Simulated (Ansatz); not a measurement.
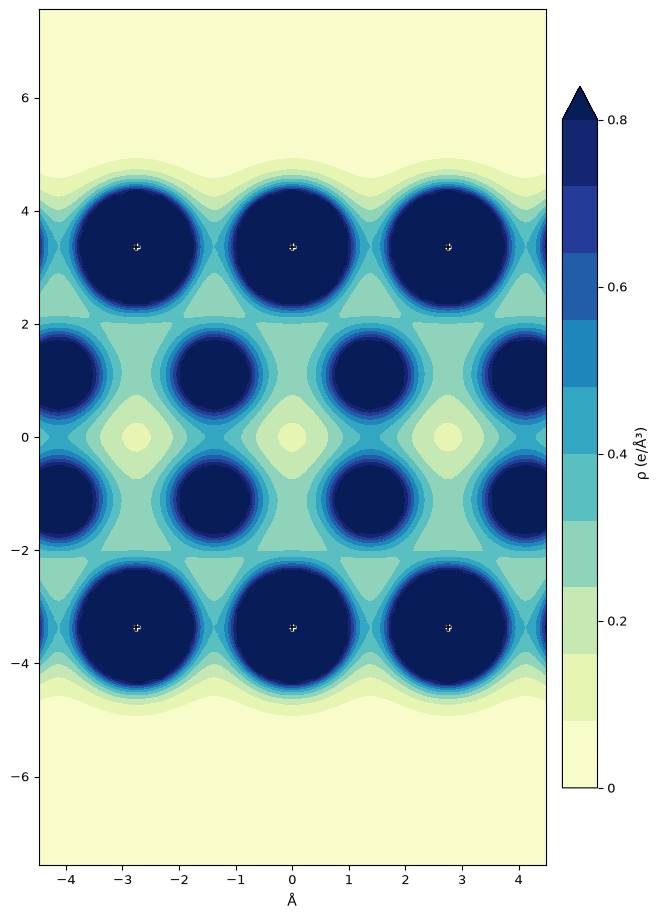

The valence charge density (pseudo) on a plane through atoms (crosses mark nuclei in the plane).

Theory: Ansatz, DFT LDA, scalar-relativistic, plane waves, PAW.

Candidates:
A. Pt (slab), a = 2.75 Å, b = 2.75 Å, c = 23.74 Å, α = 90.00°, β = 90.00°, γ = 120.00°. 
B. C, a = 2.44 Å, b = 2.44 Å, c = 6.66 Å, α = 90.00°, β = 90.00°, γ = 120.00°. Space group P6₃/mmc.
C. HPt4 (slab), a = 2.75 Å, b = 2.75 Å, c = 25.74 Å, α = 90.00°, β = 90.00°, γ = 120.00°. Computed without spin polarisation.

**Which system is this?**

Candidate A: Pt on the (11̄0) plane of the calculation cell, a cut from vacuum to vacuum, which holds Pt. Pt–Pt (2.75 Å): the density is about 0.4 e/Å³ at the midpoint.
